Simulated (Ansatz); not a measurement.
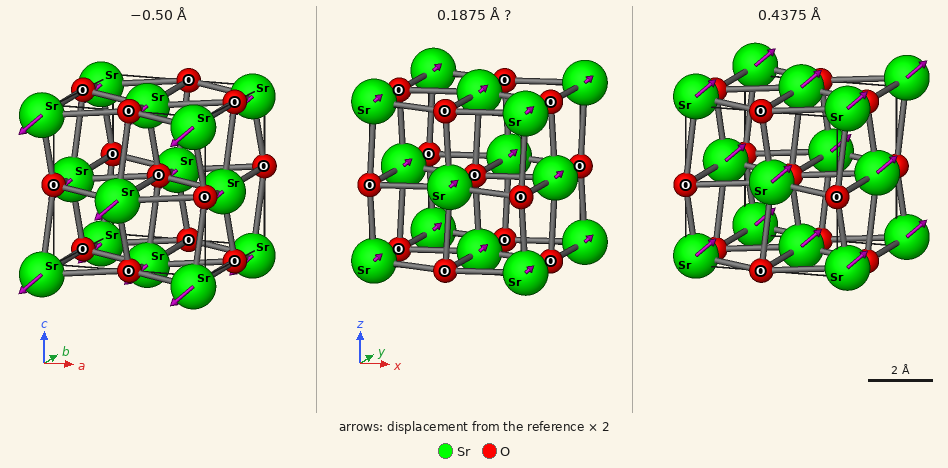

A crystal of SrO (Fm-3m): the whole Sr sublattice is shifted rigidly, along Cartesian [1 1 1], all else fixed. A ball-and-stick model of the conventional cell (4 times the calculation's cell), seen slightly off an axis. Purple arrows: displacements from the reference. Lengths and directions refer to the drawn axes.

These are results of DFT r2SCAN, scalar-relativistic, plane waves, PAW in Ansatz, not measurements. Settings: plane-wave cutoff 500 eV; k-point mesh 8 × 8 × 8; occupations gaussian; smearing width 0.05 eV; no spin polarisation. Energies (free energies at the smearing named) are counted from the relaxed crystal.

```tsv
displacement (Å)	energy change (meV/cell)
−0.5000	314
−0.2500	74
0.0000	0
0.0625	4
0.1250	18
0.1875	?
0.3125	117
0.3750	171
0.4375	237
```

> Fill in the missing row.

A straight line between the two neighbours gives 51 meV/cell. A cubic through the four nearest rows (0.0625, 0.1250, 0.3125, 0.3750) gives, with Lagrange weights, (−0.3000)(4) + (1.0000)(18) + (0.5000)(117) + (−0.2000)(171) = 41 meV/cell. The calculation gives 41 meV/cell, so the cubic is right to the digits shown and the straight line 10 meV/cell too high, as the curve bends upwards here.

The whole profile:

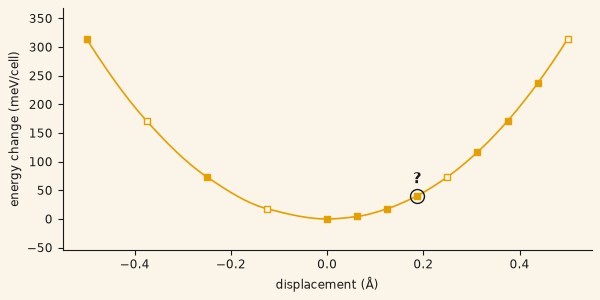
